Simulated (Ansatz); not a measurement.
Take the following structure.

```xyz
3
Lattice="3.4783 0.0000 0.0000 -1.7391 3.0123 0.0000 0.0000 0.0000 2.6239" Properties=species:S:1:pos:R:3 pbc="T T T"
Al    0.0000    0.0000    0.0000
O     0.0000    2.0082    1.3120
O     1.7391    1.0041    1.3120
```

What does this file describe?

Answer. Formula: AlO$_{2}$. The space group is P6/mmm (No. 191); the lattice is primitive hexagonal. The prototype is AlB₂ type. Atoms per cell: 3 (1 Al, 2 O). With all contacts inside bonding distance counted, the coordination numbers are Al 12 and O 6. Not all metal-metal contacts are counted.

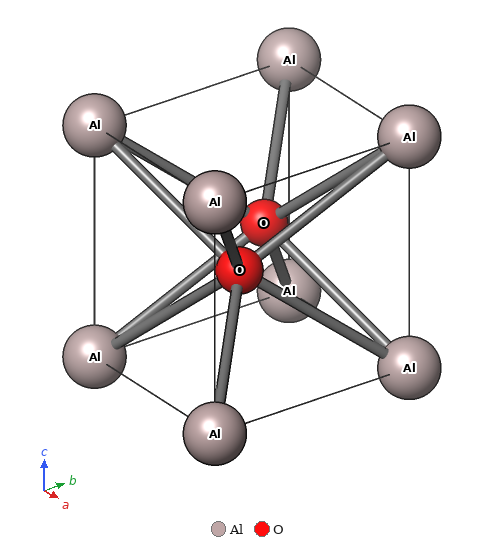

Crystal structure, ball-and-stick style, seen slightly off an axis. Atoms at the boundary of the conventional unit cell (the box) are drawn once for each face, edge or corner they touch. Colours: aluminium light grey, oxygen red.

The model was built from a textbook structure type filled with these elements (whether it is the usual form wasn't checked). Earlier steps of the study may have refined or changed the cell and positions. An electronic-structure calculation with Ansatz was run on it.
